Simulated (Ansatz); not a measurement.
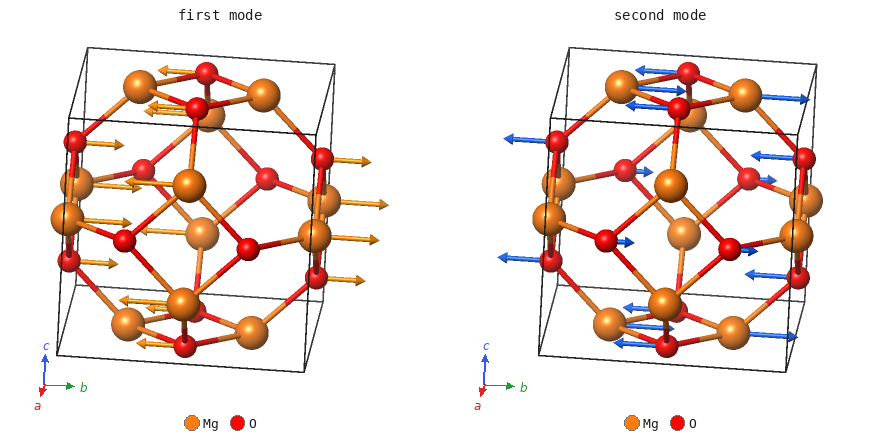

The system is MgO (Pm-3n, No. 223; 12 atoms in the cell); the picture shows the reference structure; its two panels give the patterns of the first and the second mode as arrows. The energy is mapped over two normal modes frozen in (zone-centre modes of the 12-atom cell of this scan). The first coordinate is: amplitude of mode 14 (356 cm⁻¹), largest displacement; the second: amplitude of mode 24 (492 cm⁻¹), largest displacement. Nothing is relaxed (the cell and all other modes fixed). Grid: 11 × 11 points; 36 points were computed and 85 follow by symmetry. Points are written as (first, second). Energies: eV per cell, counted from the lowest grid point. Theory: DFT PBE, scalar-relativistic, plane waves, PAW in Ansatz 0.2.0. Settings: cutoff 520 eV, k-mesh 4×4×4, gaussian smearing 0.05 eV, no spin polarisation.

Its coordinates:

```
CELL_PARAMETERS angstrom
5.63354 0.00000 0.00000
0.00000 5.63354 0.00000
0.00000 0.00000 5.63354
ATOMIC_POSITIONS crystal
Mg 0.25000 0.00000 0.50000
Mg 0.00000 0.50000 0.25000
Mg 0.50000 0.75000 0.00000
Mg 0.75000 0.00000 0.50000
Mg 0.00000 0.50000 0.75000
Mg 0.50000 0.25000 0.00000
O 0.25000 0.50000 0.00000
O 0.50000 0.00000 0.25000
O 0.00000 0.75000 0.50000
O 0.75000 0.50000 0.00000
O 0.50000 0.00000 0.75000
O 0.00000 0.25000 0.50000
```

The input of one point:

```yaml
crystal:
  lattice:
    - [5.6335409551, 0.0, 0.0]
    - [0.0, 5.6335409551, 0.0]
    - [0.0, 0.0, 5.6335409551]
  atoms:
    - { symbol: Mg, position: [0.25, 0.0, 0.5] }
    - { symbol: Mg, position: [0.0, 0.5, 0.25] }
    - { symbol: Mg, position: [0.5, 0.75, 0.0] }
    - { symbol: Mg, position: [0.75, 0.0, 0.5] }
    - { symbol: Mg, position: [0.0, 0.5, 0.75] }
    - { symbol: Mg, position: [0.5, 0.25, 0.0] }
    - { symbol: O, position: [0.25, 0.5, 0.0] }
    - { symbol: O, position: [0.5, 0.0, 0.25] }
    - { symbol: O, position: [0.0, 0.75, 0.5] }
    - { symbol: O, position: [0.75, 0.5, 0.0] }
    - { symbol: O, position: [0.5, 0.0, 0.75] }
    - { symbol: O, position: [0.0, 0.25, 0.5] }
basis:
  ecutwfc: 520.0
kpoints:
  mp_grid: { grid: [4, 4, 4] }
hamiltonian:
  xc: pbe
  pseudopotentials: { kind: paw, azcp: { folder: soft_1 } }
scf:
  occupations: { method: gaussian, width: 0.05 }
output:
  forces: true
  stress: true
  eigenvalues: true
```

Range: amplitude of mode 14 (356 cm⁻¹), largest displacement from −0.075 to 0.075 Å; amplitude of mode 24 (492 cm⁻¹), largest displacement from −0.141 to 0.141 Å.

What landscape does the calculation give?

Answer. The lowest grid point is at (0.000 Å, 0.000 Å). It is the only kind of minimum in the scanned range. The highest grid point, (−0.075 Å, −0.141 Å), lies 1.11 eV above the lowest. The gap on the k-mesh is 2.9 eV at the lowest point and runs from 2.8 to 2.9 eV over the map.

```csv
"second ↓, first →",−0.075,−0.060,−0.045,−0.030,−0.015,0.000,0.015,0.030,0.045,0.060,0.075
0.141,1.11,1.04,0.99,0.95,0.93,0.92,0.93,0.95,0.99,1.04,1.11
0.113,0.77,0.70,0.65,0.62,0.59,0.59,0.59,0.62,0.65,0.70,0.77
0.085,0.51,0.44,0.39,0.36,0.33,0.33,0.33,0.36,0.39,0.44,0.51
0.056,0.32,0.26,0.21,0.17,0.15,0.14,0.15,0.17,0.21,0.26,0.32
0.028,0.22,0.15,0.10,0.06,0.04,0.04,0.04,0.06,0.10,0.15,0.22
0.000,0.18,0.11,0.06,0.03,0.01,0.00,0.01,0.03,0.06,0.11,0.18
−0.028,0.22,0.15,0.10,0.06,0.04,0.04,0.04,0.06,0.10,0.15,0.22
−0.056,0.32,0.26,0.21,0.17,0.15,0.14,0.15,0.17,0.21,0.26,0.32
−0.085,0.51,0.44,0.39,0.36,0.33,0.33,0.33,0.36,0.39,0.44,0.51
−0.113,0.77,0.70,0.65,0.62,0.59,0.59,0.59,0.62,0.65,0.70,0.77
−0.141,1.11,1.04,0.99,0.95,0.93,0.92,0.93,0.95,0.99,1.04,1.11
```

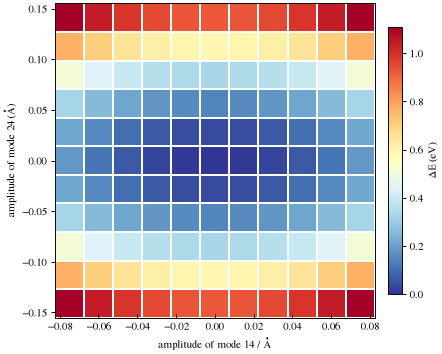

In the figure: one coloured cell a grid point.

The whole map (36 points run) took 5.8 min on 4 threads of Arm Neoverse V1, with other jobs on the host.
